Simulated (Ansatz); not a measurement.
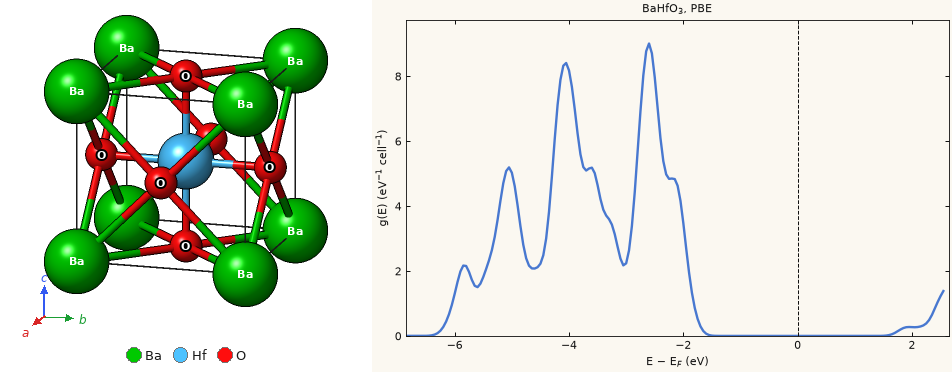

Density of states, beside the structure. Energies are counted from the Fermi level. The curve is built from the levels of the k mesh with Gaussians 0.3 eV wide, which also blur the band edges.

Calculation on BaHfO3, space group Pm-3m (No. 221), 5 atoms in the cell, cubic perovskite type.

Computed with Ansatz: DFT, PBE, plane waves, PAW, no spin polarisation, 6×6×6 k mesh, Fermi-Dirac smearing of 0.02 eV.

Q: Is there a gap at the Fermi level, and how wide?

A: There is a gap; over the k points computed it is 3.66 eV (indirect; the smallest direct gap is 3.77 eV).

Q: How wide is the upper valence band?

A: The upper group of valence states starts about 4.4 eV under the valence-band top (which lies at −1.8 eV on this axis), with a gap beneath it; it holds about 18 electrons a cell.

Spin-orbit coupling is left out, which matters for Hf.
